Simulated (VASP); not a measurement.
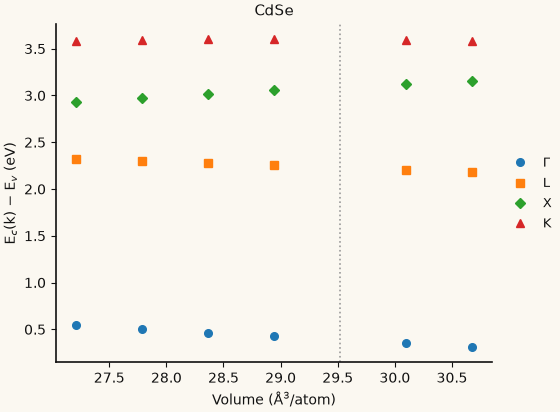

Lowest conduction level at each named k point, counted from the valence-band top at Γ. One run is left out (dotted line).

System: zincblende CdSe, space group F-43m (No. 216), 2 atoms in the primitive cell. The cell is scaled uniformly. Level of theory: PBEsol, VASP PAW PBE potentials, release 64 (Cd, Se), no spin polarisation, no spin-orbit coupling, 8×8×8 k mesh, 520 eV cutoff, Fermi-Dirac smearing of 0.05 eV; code VASP.

```
       volume  Γ (eV)  L (eV)  X (eV)  K (eV)
27.21 Å³/atom    0.55    2.33    2.93    3.59
27.78 Å³/atom    0.51    2.30    2.98    3.60
28.36 Å³/atom    0.47    2.28    3.02    3.60
28.94 Å³/atom    0.43    2.25    3.05    3.60
30.10 Å³/atom    0.35    2.20    3.12    3.60
30.68 Å³/atom    0.31    2.18    3.15    3.59
```

Q: Estimate the values at 29.52 Å³/atom.

A: Fits through the other points against the logarithm of the volume give 0.39 eV at Γ, 2.23 eV at L, 3.09 eV at X and 3.59 eV at K (straight lines). The run itself gives 0.39, 2.23, 3.09 and 3.60 eV, within 0.01 eV of the estimates.

Q: What are the deformation potentials dE/d ln V?

A: Straight lines against ln V have slopes of −2.0 eV at Γ, −1.2 eV at L, +1.8 eV at X and 0.0 eV at K.

Q: Which of these conduction levels is lowest, and does that change?

A: The lowest is the one at Γ, over the whole range, so among these points the gap stays direct.

The PAW data sets were made with another functional. Spin-orbit coupling is left out, which matters for Se. LDA, GGA and most meta-GGA functionals understate gaps. The usual form of CdSe is wurtzite, though both occur.
